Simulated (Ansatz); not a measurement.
# Single-point calculation, with input and output: FeCo3 (part 1 of 3)

The run: single-point calculation of FeCo3 (4 atoms in the cell). Method and program: DFT r2SCAN, scalar-relativistic, plane waves, PAW, spin-polarised (Ansatz 0.2.0).

The structure derives from a Materials Project entry. Figures and captions count atoms from 1; the log counts them from 0 in places.

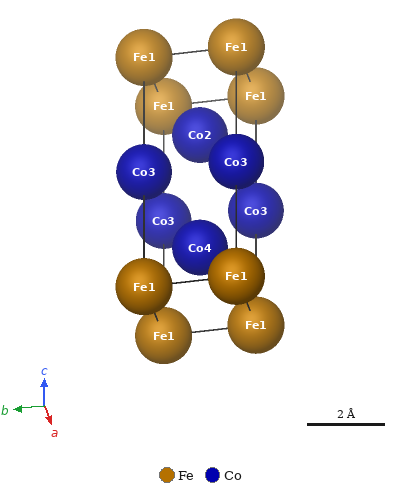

Figure 1. The structure (spheres-only view of the cell of the calculation, seen at an oblique angle; atoms are numbered from 1 in the order of the input). An atom can appear more than once, as a periodic image.

### Input file
```yaml
crystal:
  lattice:
    - [2.46601, 0.0, 0.0]
    - [0.0, 2.46601, 0.0]
    - [0.0, 0.0, 7.063459]
  atoms:
    - { symbol: Fe, position: [0.0, 0.0, 0.0], spin: 3.07 }
    - { symbol: Co, position: [0.5, 0.5, 0.745404], spin: 2.07 }
    - { symbol: Co, position: [0.0, 0.0, 0.5], spin: 2.1 }
    - { symbol: Co, position: [0.5, 0.5, 0.254596], spin: 2.07 }
basis:
  ecutwfc: 500
kpoints:
  mp_grid: { grid: [16, 16, 6] }
hamiltonian:
  xc: r2scan
scf:
  occupations: { method: gaussian, width: 0.1 }
output:
  forces: true
  stress: true
  eigenvalues: true
  populations: true
  write_density: true
  write_potential: true
  elf: true
  volumetric_format: npy
magnetization:
  spin_polarized: true
```

Run on 1 thread of Intel Xeon @ 2.50GHz (Skylake/Cascade Lake), 189 GiB of memory available, shared host.

Launch command:
```bash
ansatz run input.yaml --threads 1 --pin off --max-ram 2560MiB --backend cpu --events-out ev --progress --plain --runs-dir out
```

### What the program printed
```
Engine: ansatz 0.2.0, x86_64-unknown-linux-gnu
Pseudopotentials: kind: paw
Pseudopotential: Fe, paw, valence charge 16, recommended cutoff 500 eV (meta_gga), Fe.paw.azcp
Pseudopotential: Co, paw, valence charge 17, recommended cutoff 500 eV (meta_gga), Co.paw.azcp
Functional definition: r2SCAN
  parameter k0 = 0.174
  parameter k1 = 0.065
  parameter a1 = 4.9479
  exchange = r2scan_x(k0 = k0, k1 = k1, a1 = a1)
  correlation = r2scan_c
Crystal: 4 atoms, lattice volume = 42.954 Å³
Basis set: ecut = 500 eV, 1125 PW (Γ), exchange–correlation on 72×72×216 points (64 copies of the dense FFT grid, shifted against one another)
Bands: 46, of which v1, the nominal top of the filled ones, is band 34 counted from 1 (33 counted from 0)
Symmetry: 16 space group operations
Space group: P4/mmm (ITA 123), of the structure as read, at distance tolerance 3.5e-5 Å
Magnetic group: BNS 123.339 (UNI 999), of the structure as read, at distance tolerance 3.5e-5 Å
k-points: 180 of 1536
Non-local potential: Fe, projectors of the file, l = 0: 3, l = 1: 2, l = 2: 3, l = 3: 1
Non-local potential: Co, projectors of the file, l = 0: 3, l = 1: 2, l = 2: 3, l = 3: 1
PAW form: soft (Blöchl's): semilocal exchange-correlation on the pseudo side does not see the compensation charge
PAW frozen core: Fe, regenerated for the run's functional (the file was generated under x = pbe(κ = 0.804, μ = 0.2195149727645171), c = pbe(β = 0.06672455060314922))
PAW frozen core: Co, regenerated for the run's functional (the file was generated under x = pbe(κ = 0.804, μ = 0.2195149727645171), c = pbe(β = 0.06672455060314922))
PAW one-centre angular grid: Fe, 590 points (default); XC on 160 Gauss nodes
PAW one-centre angular grid: Co, 590 points (default); XC on 160 Gauss nodes
Initial density: superposition of atomic densities (chi_scale 0.1, normalization cell)
Starting moments: Σ|m| = 9.31 μB on 4 of 4 sites
Initial wavefunctions: pseudopotential atomic-orbital guess
Functional: x = r2scan, c = r2scan; τ floored in thin density (d = 2e-4 eV/Å³)
```
